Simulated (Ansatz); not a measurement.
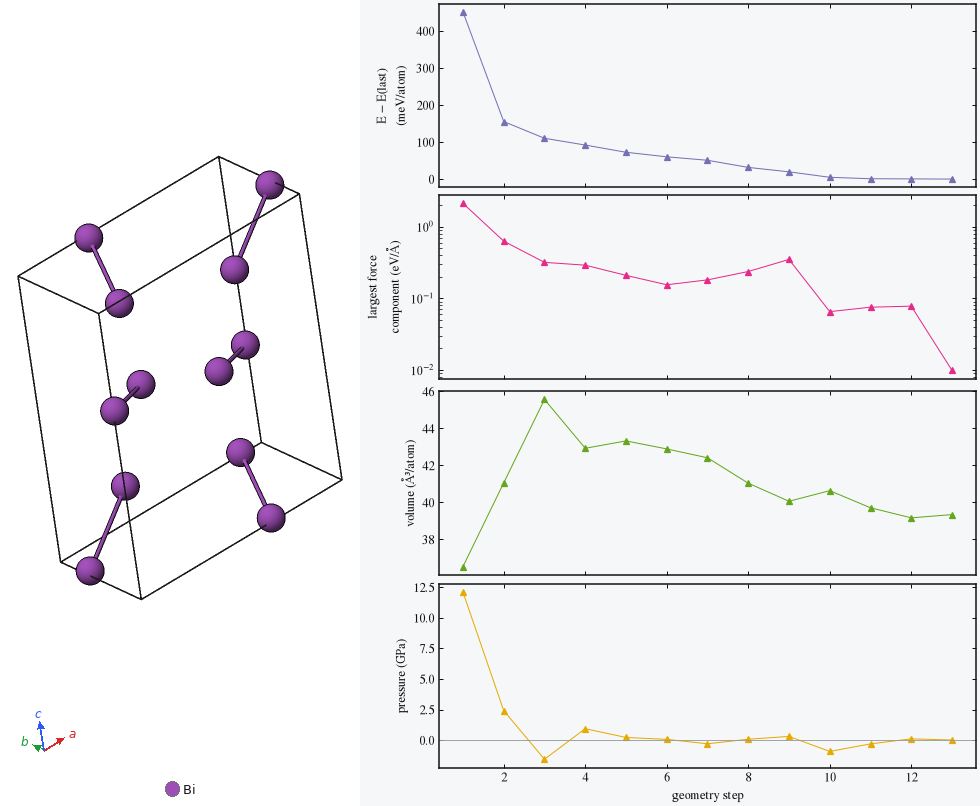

Beside the plot: the structure at the start.

History of a geometry optimisation. Bi (R-3m, 12 atoms in the cell); DFT r2SCAN, scalar-relativistic, plane waves, PAW in Ansatz; cutoff 500 eV, 3×3×3 k-mesh, Gaussian smearing of 0.1 eV. Atoms and cell relax. A closing SCF on a freshly chosen basis isn't drawn.

The optimisation met its thresholds at geometry 13, counting the start as the first. The energy fell by about 450 meV/atom from the first step to the last. The largest force component goes from about 2.1 eV/Å at the start to 0.01 eV/Å at the end. The volume grows from 36.5 to 39.3 Å³ per atom (+8 %), overshooting to 45.6 at step 3, as the pressure goes from 12 GPa to about 0 GPa.
